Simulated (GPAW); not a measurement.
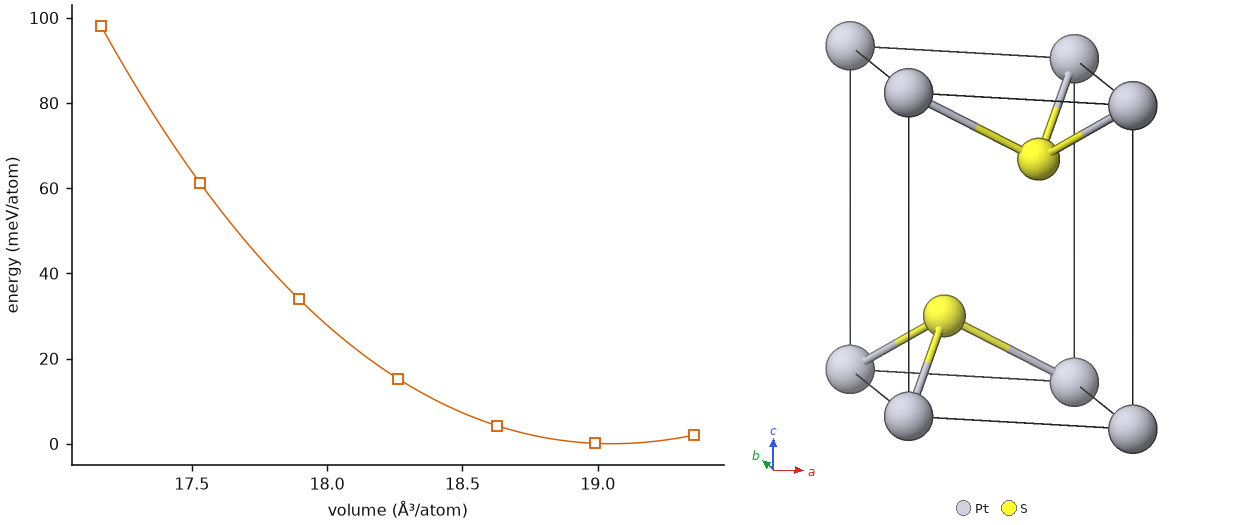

The figure shows the energy against volume for PtS₂, space group P-3m1 (No. 164). The conventional cell is drawn beside the plot.

Starting cell:
```
CELL_PARAMETERS angstrom
3.54320 0.00000 0.00000
-1.77160 3.06850 0.00000
0.00000 0.00000 5.03880
ATOMIC_POSITIONS crystal
Pt 0.00000 0.00000 0.00000
S 0.66667 0.33333 0.77300
S 0.33333 0.66667 0.22700
```

Method: PAW DFT in plane waves, on a grid or in atomic orbitals, no spin polarisation; energies at scaled volumes of the given cell, shape and fractions fixed, counted from the fit's minimum, third-order Birch-Murnaghan fit (GPAW 26.7.0). Level: PBEsol.

| setting | value |
| --- | --- |
| k mesh | 9×9×5 |
| occupations | Fermi–Dirac |
| smearing width | 0.05 eV |
| potentials | PAW data sets made by gpaw setup for the functional |
| wave cutoff | 600 eV |
| program settings | basis pw |

From this curve and the settings, what does the calculation give for the pressure at the same points?

The pressure falls from 18.31 GPa at volume 17.17 Å³/atom to −2.18 GPa at 19.36 Å³/atom, and changes sign near 19.04 Å³/atom.

```csv
volume (Å³/atom),pressure (GPa)
17.17,18.31
17.53,13.88
17.90,9.92
18.26,6.37
18.63,3.20
18.99,0.36
19.36,-2.18
```

Keep in mind: spin-orbit coupling left out, heavy elements; shape and atomic fractions are frozen while scaling, which makes layered, chain and framework solids too stiff.
